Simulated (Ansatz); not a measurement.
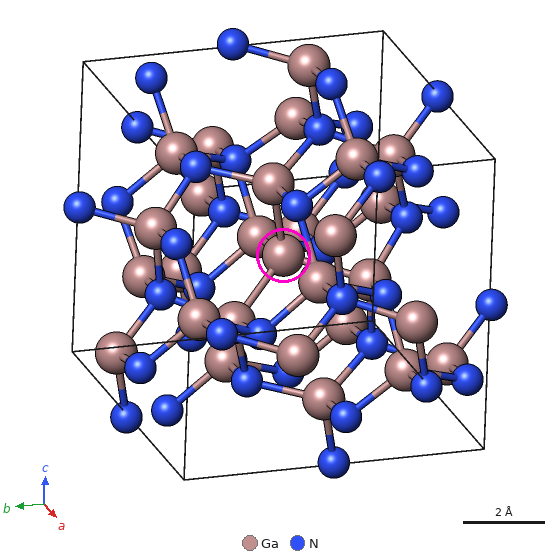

The image is a ball-and-stick drawing of a crystal, viewed from a general direction. The parallelepiped is the supercell. The host is GaN, in a cell of 48 sites, and the cell carries a charge of -1. A ring marks the defect's site.

Q: Identify the point defect.

A: Gallium on a nitrogen site (an antisite). It is bonded to four Ga in a tetrahedral arrangement at about 2.2 Å.

The calculation used Ansatz, DFT PBE, scalar-relativistic, plane waves, PAW, with wavefunction cutoff 420 eV, k-points on a 3×3×3 grid, Gaussian smearing of 0.01 eV, collinear spins.

Q: Does the defect carry a magnetic moment?

A: Yes, 1.0 μB in the cell.

The atoms were relaxed in the host's cell with DFT PBE, scalar-relativistic, plane waves, PAW in Ansatz 0.2.0.
